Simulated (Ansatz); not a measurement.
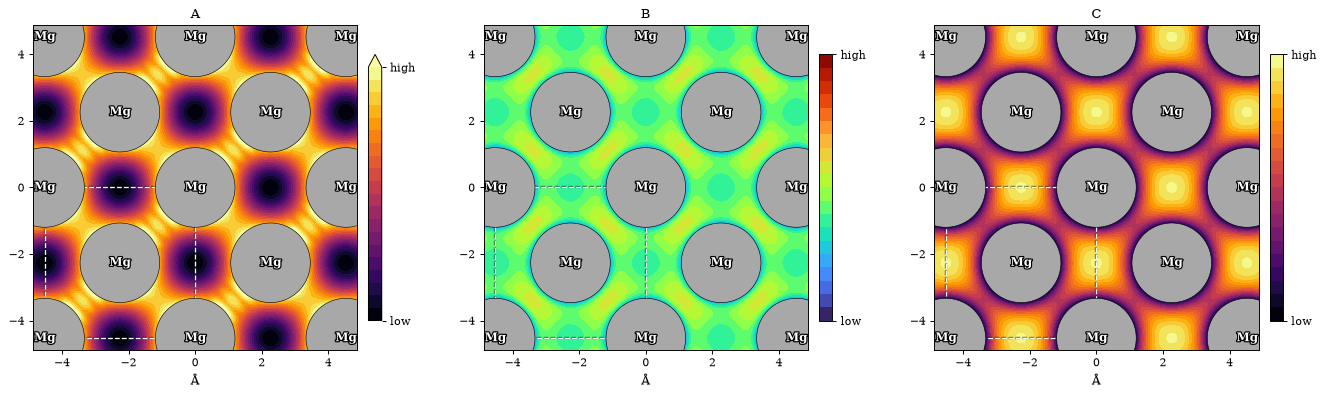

Mg: 3 fields on the (010) plane of the conventional cell, with unlabelled colour scales. Grey discs cover the atomic cores.

Space group Fm-3m; set up as Mg, fcc; a generated structure, not necessarily the stable one; changed on purpose from its base cell (volume × 1.0).

These are results of DFT, PBE, plane waves (420 eV) with PAW, scalar-relativistic (Ansatz), not measurements.

Question: Which field does each panel show? The fields are: electron localisation function, electrostatic potential energy of an electron and valence pseudo-density.

Answer: Panel A: valence pseudo-density. Panel B: electron localisation function. Panel C: electrostatic potential energy of an electron (low next to the atoms, rising into the space between them). From the grid: Mg–Mg (3.20 Å): ρ is about 0.1 e/Å³ halfway; the ELF reaches about 0.55 near the midpoint.
